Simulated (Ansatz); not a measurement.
Hf₇SiO₁₆ (cell with a defect)

The calculation's input:

```
crystal:
  lattice:
    - [-4.267798545, 0.0, -5.2715316583]
    - [5.1609176765, 5.2121208592, -0.0053572389]
    - [5.1609176765, -5.2121208592, -0.0053572389]
  atoms:
    - { symbol: Si, position: [0.2916267773, 0.0122114455, 0.5551501697] }
    - { symbol: Hf, position: [0.2916267773, 0.5122114455, 0.0551501697] }
    - { symbol: Hf, position: [0.2083732227, 0.4448498303, 0.4877885545] }
    - { symbol: Hf, position: [0.2083732227, 0.9448498303, 0.9877885545] }
    - { symbol: Hf, position: [0.7083732227, 0.4877885545, 0.9448498303] }
    - { symbol: Hf, position: [0.7083732227, 0.9877885545, 0.4448498303] }
    - { symbol: Hf, position: [0.7916267773, 0.0551501697, 0.0122114455] }
    - { symbol: Hf, position: [0.7916267773, 0.5551501697, 0.5122114455] }
    - { symbol: O, position: [0.0233518822, 0.107661001, 0.3648745544] }
    - { symbol: O, position: [0.0233518822, 0.607661001, 0.8648745544] }
    - { symbol: O, position: [0.4766481178, 0.1351254456, 0.892338999] }
    - { symbol: O, position: [0.4766481178, 0.6351254456, 0.392338999] }
    - { symbol: O, position: [0.9766481178, 0.392338999, 0.1351254456] }
    - { symbol: O, position: [0.9766481178, 0.892338999, 0.6351254456] }
    - { symbol: O, position: [0.5233518822, 0.3648745544, 0.607661001] }
    - { symbol: O, position: [0.5233518822, 0.8648745544, 0.107661001] }
    - { symbol: O, position: [0.6515814774, 0.0236745154, 0.6950267364] }
    - { symbol: O, position: [0.6515814774, 0.5236745154, 0.1950267364] }
    - { symbol: O, position: [0.8484185226, 0.8049732636, 0.9763254846] }
    - { symbol: O, position: [0.8484185226, 0.3049732636, 0.4763254846] }
    - { symbol: O, position: [0.3484185226, 0.4763254846, 0.8049732636] }
    - { symbol: O, position: [0.3484185226, 0.9763254846, 0.3049732636] }
    - { symbol: O, position: [0.1515814774, 0.6950267364, 0.5236745154] }
    - { symbol: O, position: [0.1515814774, 0.1950267364, 0.0236745154] }
  host:
    lattice:
      - [5.1609176765, 0.0, -0.0053572389]
      - [0.0, 5.2121208592, 0.0]
      - [-0.8931191315, 0.0, 5.2768888972]
    atoms:
      - { symbol: Hf, position: [0.2757348378, 0.4570612758, 0.7083732227] }
      - { symbol: Hf, position: [0.7242651622, 0.9570612758, 0.7916267773] }
      - { symbol: Hf, position: [0.7242651622, 0.5429387242, 0.2916267773] }
      - { symbol: Hf, position: [0.2757348378, 0.0429387242, 0.2083732227] }
      - { symbol: O, position: [0.4491836733, 0.7427864466, 0.9766481178] }
      - { symbol: O, position: [0.5508163267, 0.2427864466, 0.5233518822] }
      - { symbol: O, position: [0.5508163267, 0.2572135534, 0.0233518822] }
      - { symbol: O, position: [0.4491836733, 0.7572135534, 0.4766481178] }
      - { symbol: O, position: [0.0671197744, 0.3286477791, 0.3484185226] }
      - { symbol: O, position: [0.9328802256, 0.8286477791, 0.1515814774] }
      - { symbol: O, position: [0.9328802256, 0.6713522209, 0.6515814774] }
      - { symbol: O, position: [0.0671197744, 0.1713522209, 0.8484185226] }
basis:
  ecutwfc: 420
  xc_grid: 2
kpoints:
  mp_grid: { grid: [2, 2, 2], shift: [0.5, 0.5, 0.5] }
hamiltonian:
  xc: pbe
scf:
  occupations: { method: gaussian, width: 0.02 }
output:
  forces: true
  stress: false
  eigenvalues: true
  charged_corrections: { defect_position: [0.29162678, 0.01221145, 0.55515017] }
  write_density: true
  write_potential: true
  elf: true
  volumetric_format: npy
relax:
  adjacent_minimum: "off"
  f_tol: 0.03
  max_steps: 40
```

Command:

```sh
ansatz run input.yaml --threads 8 --pin off --max-ram 16384MiB --backend cpu --events-out ev --progress --plain --runs-dir out
```

The fields are those of the relaxed geometry.

These are results of DFT PBE, scalar-relativistic, plane waves, PAW in Ansatz, not measurements.

In a PAW calculation such maps are meaningful between the atoms, not at the nuclei.

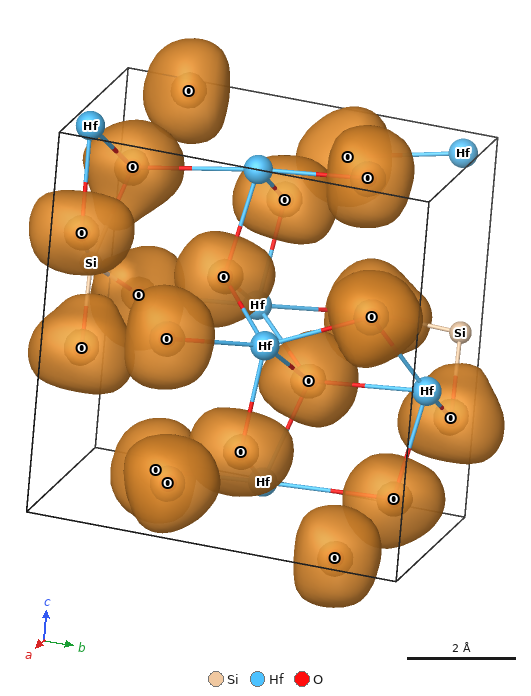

Figure 1. Isosurface of the electron localisation function at 0.65 (orange), seen slightly off an axis. Only the valence region is drawn (cores and ρ < 0.01 e/Å³ removed). Sticks mark near contacts.

Q: Where are the electrons localised?

A: The surface consists of five regions on O in which the atom's valence shell and bonds are merged and eleven regions wrapped around O (the valence shell of each), counted in one cell of 24 atoms. Regions shared between cells count once. Along the contacts the grid gives the following. Si–O (1.72 Å): the ELF peaks at about 0.85 between the atoms. Hf–O (2.01 Å): the ELF peaks at about 0.85 in the valence shell of O, 0.6 Å from its nucleus, and drops to about 0.20 between the two atoms (no shared electron pair shows on this line).

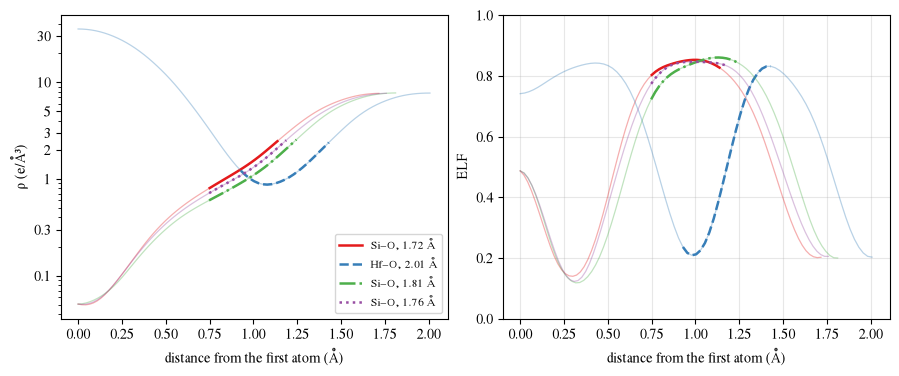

Figure 2. Valence charge density (pseudo) and ELF along straight lines between neighbouring atoms. Thin, pale parts lie inside the atomic spheres.

Q: What can be read from the curves?

A: Si–O (1.72 Å): the density is about 1.1 e/Å³ at the midpoint; the ELF peaks at about 0.85 between the atoms.
Hf–O (2.01 Å): ρ is about 0.95 e/Å³ halfway; the ELF peaks at about 0.85 in the valence shell of O, 0.6 Å from its nucleus, and drops to about 0.20 between the two atoms; no shared electron pair shows on this line.
Si–O (1.81 Å): the density is about 0.86 e/Å³ at the midpoint; the ELF peaks at about 0.85 between the atoms.
Si–O (1.76 Å): the density is about 0.97 e/Å³ at the midpoint; the ELF peaks at about 0.85 between the atoms.

Q: Does the calculation give a band gap?

A: It is gapped, with a Kohn–Sham gap of 4.2 eV on the k-point mesh (the band edges may lie off the mesh, which would make the gap smaller).
